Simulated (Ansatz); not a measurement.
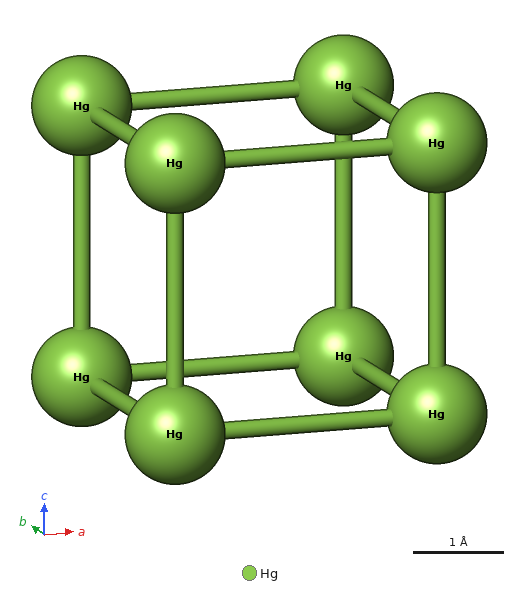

Reference structure: a crystal of Hg (a generated structure, set up in Pm-3m). The picture is a ball-and-stick view of the cell of the calculation, seen slightly off an axis.

Computed with Ansatz, DFT, PBE, PAW with Ansatz's default frozen-core files, scalar-relativistic. Settings: plane-wave cutoff 420 eV; k-point mesh 12 × 12 × 12; occupations fermi dirac; smearing width 0.05 eV; no spin polarisation.

Change: The cell is strained by +1.0 % along [1 1 1] and −0.5 % across it (volume 0.0 %), the atoms keeping their fractional coordinates. No relaxation follows.

Input file:
```yaml
crystal:
  lattice:
    - [3.0936052857, 0.0154680264, 0.0154680264]
    - [0.0154680264, 3.0936052857, 0.0154680264]
    - [0.0154680264, 0.0154680264, 3.0936052857]
  atoms:
    - { symbol: Hg, position: [0.0, 0.0, 0.0] }
kpoints:
  mp_grid: { grid: [12, 12, 12] }
scf:
  occupations: { method: fermi_dirac, width: 0.05 }
hamiltonian:
  xc: pbe
  pseudopotentials: { kind: paw }
output:
  forces: true
  stress: true
  eigenvalues: true
  efg: { contact_densities: true }
```

What is the effect?

Answer. The energy changes by less than 1 meV per atom. Pressure: 0.0 GPa before, 0.0 GPa after. All forces vanish by symmetry. The space group (tolerance 0.01 Å) goes from Pm-3m (No. 221) to R-3m (No. 166).
